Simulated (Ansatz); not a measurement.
Cu (Pm-3n, No. 223): the geometry given to an electronic-structure calculation, possibly off equilibrium; the starting structure was generated, so it need not be a known form of this composition.

```
Cu
1.0
     4.61459    0.00000    0.00000
     0.00000    4.61459    0.00000
     0.00000    0.00000    4.61459
Cu
8
Direct
  0.00000 0.00000 0.00000
  0.50000 0.50000 0.50000
  0.25000 0.00000 0.50000
  0.75000 0.00000 0.50000
  0.50000 0.25000 0.00000
  0.50000 0.75000 0.00000
  0.00000 0.50000 0.25000
  0.00000 0.50000 0.75000
```

Q: What will a dark-field STEM-like image along [110] show? The image is simulated as a sum over atoms of Z^1.7, blurred by a 0.55 Å probe (no channelling). The probe carries 15 % of its weight in a tail 2.5 times as wide.

A: The columns repeat on a rectangular net of 2.31 × 3.26 Å (plane group p2mm). All columns are alike (Cu). The shortest distance between visible columns is 0.82 Å in projection. Along the beam the structure repeats every 6.53 Å.

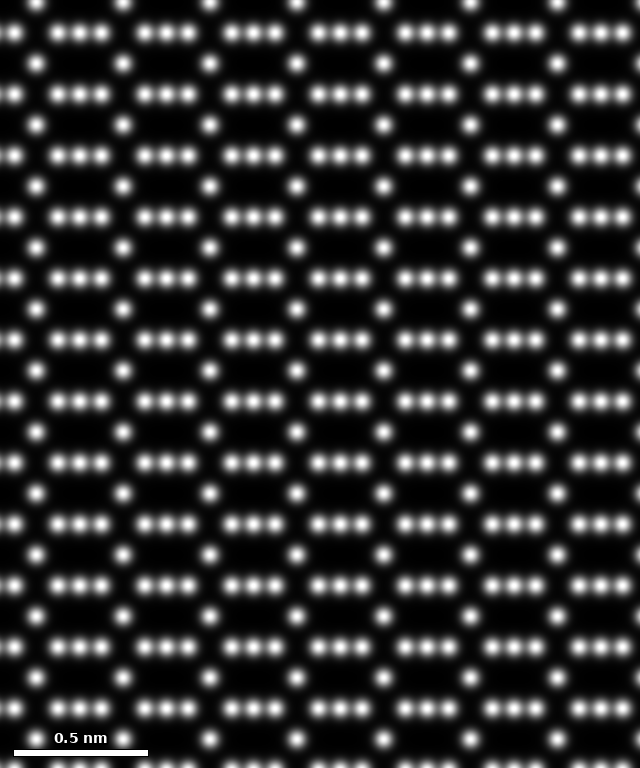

The simulated image.
